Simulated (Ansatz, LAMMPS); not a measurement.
# Elastic response of 41In2O3-59Ga2O3 (mol %) with crystalline order left by the classical run (85 atoms): runs compared

Aim: relax 41In2O3-59Ga2O3 (mol %) with crystalline order left by the classical run (85 atoms), then change its volume and shape to read moduli from the stress.

Computed with Ansatz 0.2.0: Kohn-Sham DFT, PBE, PAW (set soft_2), plane waves.

## 1. The cell as built

The cell holds 85 atoms: 14 In, 20 Ga and 51 O. Cell: a = 9.956 Å, b = 9.956 Å, c = 9.956 Å, α = 90.0°, β = 90.0°, γ = 90.0°. 85 atoms (14 Sc, 20 Fe, 51 O) placed at random at 4.09 g/cm³, melted at 5000 K for 10 ps at fixed volume with the Morse and Coulomb pair potential with partial charges (Pedone, Malavasi, Menziani, Cormack and Segre, J. Phys. Chem. B 110, 11780 (2006)). Quenched from 5000 K to 300 K at 10 K/ps and fixed volume, held 10 ps at zero pressure, then minimised at fixed cell. Then Sc was replaced by In, Fe was replaced by Ga and the cell scaled by 1.017 (the potential has no terms for the new elements, so the cell is a start for a DFT relaxation).

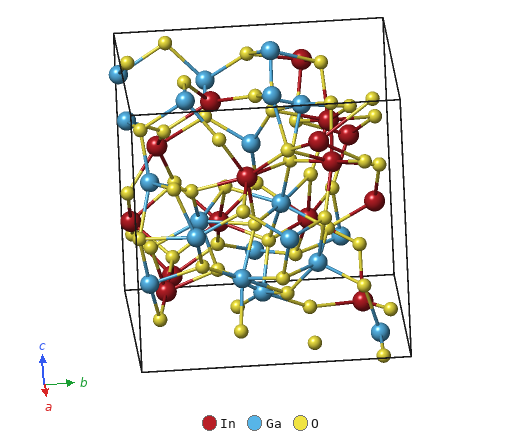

The cell as built. Bonds to atoms that aren't drawn are left out. Some periodic images of atoms are drawn too.

Limits known from the start: The quench rate of 10 K/ps is many orders above laboratory rates, so the cell is likely richer in defects and strain than a real sample. The network of bonds at the start is that of the classical potential that made the cell, and needn't be the one that DFT or experiment would give. Only the Γ point is sampled.

## 2. The reference run

The reference is a single point at the end of the relaxation.

Every strained cell starts from the geometry of this run, and its atoms are relaxed with the cell held.

Its input, with most atom lines left out:

```yaml
crystal:
  lattice:
    - [10.23669, 0.15463, -0.06512]
    - [0.15463, 10.17673, -0.21973]
    - [-0.06512, -0.21973, 10.09184]
  atoms:
    - { symbol: In, position: [0.12856, 0.16974, 0.08796] }
    - { symbol: In, position: [0.54306, 0.92294, 0.45715] }
    - { symbol: In, position: [0.25533, 0.68499, 0.33569] }
    - { symbol: In, position: [0.28282, 0.77988, 0.6929] }
    - { symbol: In, position: [0.23115, 0.01383, 0.33093] }
    - { symbol: In, position: [0.76528, 0.78424, 0.69339] }
    - { symbol: In, position: [0.00966, 0.89052, 0.55054] }
    [... atom lines 8 to 85 left out ...]
kpoints:
  mp_grid: { grid: [1, 1, 1] }
hamiltonian:
  xc: pbe
scf:
  occupations: { method: gaussian, width: 0.025 }
output:
  forces: true
  stress: true
  populations: true
  dos:
    method: { smearing: { sigma: 0.1 } }
    de: 0.1
    projected: { site_lists: { Ga: [Ga], In: [In], O: [O] } }
  eigenvalues: true
  write_density: true
  write_potential: true
  volumetric_format: npy
```

| Quantity | Value |
| --- | --- |
| free energy per atom | -2152.6754 eV/atom |
| r.m.s. force component | 0.00275 eV/Å |
| pressure | 0.01096 GPa |

Filled and empty levels are parted by 0.905 eV (at Γ alone); a semilocal functional tends to put such gaps too low. In a disordered cell it changes from sample to sample, and tail or defect levels can set it.

## 3. The runs

Each row is one run, on 4 threads of AMD EPYC 9R14 (Zen 4), shared host. The free energy is the program's total, comparable only between runs with the same functional, potentials and atoms.

| run | atoms | outcome | ionic steps, all passes | free energy (eV) | time | host memory (GiB) |
| --- | --- | --- | --- | --- | --- | --- |
| Single point at the start | 85 | converged | - | -182971.022 | 12 s | 1.7 |
| Cell and atoms relaxed | 85 | converged | 28 | -182977.412 | 5 min | 1.8 |
| Single point at the relaxed geometry | 85 | converged | - | -182977.412 | 16 s | 1.8 |
| Volume -3 % | 85 | converged | 8 | -182977.159 | 86 s | 1.7 |
| Volume +3 % | 85 | converged | 9 | -182977.162 | 100 s | 1.8 |
| Volume -6 % | 85 | converged | 8 | -182976.464 | 85 s | 1.7 |
| Volume +6 % | 85 | converged | 17 | -182976.701 | 3.2 min | 1.8 |
| Volume -10 % | 85 | converged | 9 | -182974.575 | 88 s | 1.7 |
| Stretched by 1 % along x | 85 | converged | 3 | -182977.356 | 37 s | 1.8 |
| Compressed by 1 % along x | 85 | converged | 3 | -182977.351 | 38 s | 1.7 |
| Sheared by 2 % in xy | 85 | converged | 6 | -182977.366 | 82 s | 1.8 |

In some runs the program notes that the SCF threshold is loose for the stress.

## 4. Pressure against volume

Atoms are relaxed at each volume, in the scaled cell.

| volume change (%) | volume (Å³/atom) | energy change (meV/atom) | pressure (GPa) | largest move on relaxing (Å) | bonds | gap (eV) |
| --- | --- | --- | --- | --- | --- | --- |
| -10 | 11.124 | 33.38 | 10.20 | 0.55 | 188 | 1.09 |
| -6 | 11.618 | 11.15 | 4.68 | 0.42 | 182 | 1.04 |
| -3 | 11.989 | 2.97 | 2.48 | 0.19 | 177 | 0.987 |
| +0 | 12.359 | 0.00 | 0.01 | - | 174 | 0.905 |
| +3 | 12.730 | 2.94 | -2.34 | 0.14 | 170 | 0.845 |
| +6 | 13.101 | 8.36 | -2.81 | 0.81 | 167 | 0.898 |

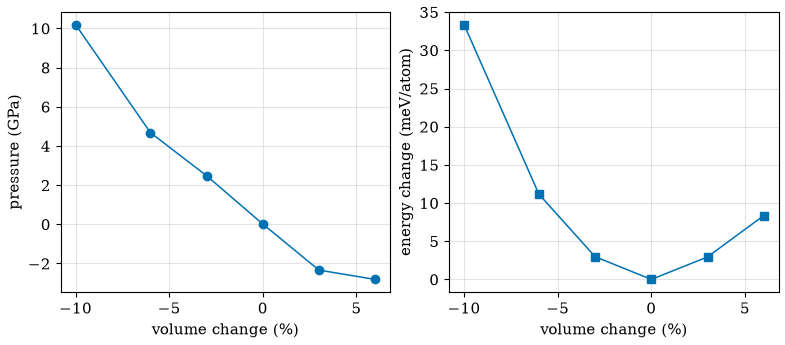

Pressure and energy against volume.

## 5. Uniaxial strain and shear

Stress (GPa, compression positive) less that of the relaxed cell, atoms relaxed:

| strain | xx | yy | zz | xy | energy change (meV/atom) |
| --- | --- | --- | --- | --- | --- |
| stretched by 1 % along x | -1.711 | -0.685 | -0.732 | 0.062 | 0.66 |
| compressed by 1 % along x | 1.775 | 0.736 | 0.797 | -0.041 | 0.71 |
| sheared by 2 % in xy | 0.095 | 0.242 | 0.055 | -0.737 | 0.54 |

## 6. Findings

The bulk modulus, from the slope of pressure against ln V over the three points nearest the relaxed volume, is 80.3 GPa; between neighbouring points the slope runs 127, 70, 81, 80 and 17 GPa from the smallest volume up, without a steady fall, so no pressure derivative is given. The count of bonds runs from 167 to 188 over the series, so at some points contacts cross the cutoffs. At -10 % and +6 % some atom moved by over 0.5 Å on relaxing, so those points may sit in another local minimum. The gap goes from 1.09 eV at the smallest volume to 0.898 eV at the largest, -1.5 eV per unit of ln V by a straight line, not monotonically (lowest 0.845, highest 1.09 eV), on the run's k-points. In the Cartesian axes of the cell, finite differences give C11 = 174, C12 = 71.0, C13 = 76.4 and C66 = 36.8 GPa (the shear of 2 % is the engineering strain, εxy = 0.01). The mean of C11, C12 and C13, which equals the bulk modulus in a cubic or isotropic solid, is 107 GPa: it lies 34 % over the bulk modulus from the volumes. For an isotropic solid C66 would equal (C11 − C12)/2 = 51.7 GPa; so small a sample needn't be isotropic, and C66 rests on one shear. With the bulk modulus and C66 as K and G, Young's modulus would be about 96 GPa and Poisson's ratio 0.30.

Caveats: Strains are finite and relaxations stop at the force tolerance of the input, which can leave moduli too stiff; they are those of a static cell at zero temperature. Volumes are changed with the cell's shape held, so in an anisotropic solid the modulus lies over the one under free hydrostatic load. The program notes that the SCF threshold of the relaxations is loose for the stress.

The DFT runs together took 17 min of wall time.

[Logs are printed without paths, hosts, clocks, repeated set-up lines and the standing remarks that a program may print on its own settings, such as how far it seeks lower states.]

[Hosts, paths, dates, database ids (printed as entryN), source tags and the programs' standing remarks are cut or masked in the printed files.]
